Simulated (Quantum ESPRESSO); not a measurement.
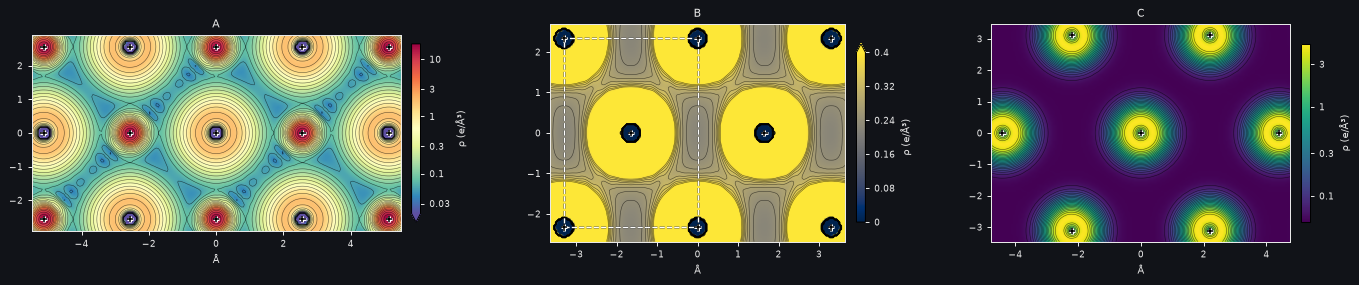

The valence charge density (pseudo) of 3 systems, each on a plane through atoms (crosses mark nuclei in the plane).

Method: Quantum ESPRESSO 7.5, Kohn-Sham DFT of a periodic cell, PBE, SSSP 1.3 efficiency PBE.

System 1: LiCl, the (001) plane of the conventional cell. Space group Fm-3m.

System 2: Ca, the (011̄) plane of the conventional cell. Space group I4/mmm; a structure from a database of computed crystals, not necessarily the ambient phase.

System 3: Ta, the (110) plane of the conventional cell. Space group Im-3m; computed pressure about 2 GPa in this cell.

```
Ta
1.0
     3.30256    0.00000    0.00000
     0.00000    3.30256    0.00000
     0.00000    0.00000    3.30256
Ta
2
Cartesian
  0.0000 0.0000 0.0000
  1.6513 1.6513 1.6513
```

Which map belongs to which system?

Panel A is system 1, LiCl: the plane holds Cl and Li. Li–Cl (2.56 Å): ρ is about 0.22 e/Å³ halfway. Panel B is system 3, Ta: the plane holds Ta. Ta–Ta (2.86 Å): ρ at the midpoint is about 0.31 e/Å³. Panel C is system 2, Ca: the plane holds Ca. Ca–Ca (3.81 Å): the density is about 0.05 e/Å³ at the midpoint.
